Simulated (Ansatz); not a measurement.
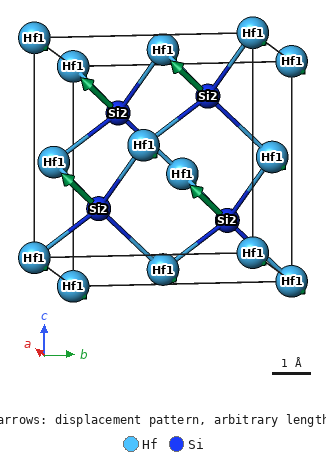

The lowest optical mode of solid HfSi (a generated structure) at a fixed volume, space group F-43m (No. 216), at the zone centre. Displacements are drawn as green arrows; their common scale and sign are arbitrary. A ball-and-stick model of the conventional cell (4 times the calculation's cell), seen from a free direction. Lengths and directions refer to the drawn axes.

Theory: DFT PBEsol, scalar-relativistic, plane waves, PAW in Ansatz.

The input:
```yaml
crystal:
  lattice:
    - [0.0, 2.9936, 2.9936]
    - [2.9936, 0.0, 2.9936]
    - [2.9936, 2.9936, 0.0]
  atoms:
    - { symbol: Hf, position: [0.0, 0.0, 0.0] }
    - { symbol: Si, position: [0.25, 0.25, 0.25] }
basis:
  ecutwfc: 420
kpoints:
  mp_grid: { grid: [10, 10, 10] }
hamiltonian:
  xc: pbesol
scf:
  occupations: { method: fermi_dirac, width: 0.15 }
output:
  eigenvalues: true
phonons:
  method: dfpt
  eigenvectors: true
```

Command:
```bash
ansatz run input.yaml --threads 4 --pin off --max-ram 12288MiB --backend cpu --events-out ev --progress --plain --runs-dir out
```

The frequencies depend somewhat on the k-mesh and the smearing.

**Is this crystal at a minimum with respect to the drawn distortion?**

Yes: this softest mode has a real frequency, and so have all others here. That speaks for this wave vector alone: the rest of the zone wasn't checked in this run. This is the T₂ mode (triply degenerate; one member of the set is drawn) at 38.0 meV, the only optical level, infrared- and Raman-active by symmetry. The Si sublattice moves against the Hf sublattice, along [1 −1 1]; it stretches the shortest Hf–Si bonds (2.59 Å); the kinetic energy is shared as Si 86 %, Hf 14 %. The crystal is a metal, so free carriers screen the infrared response.
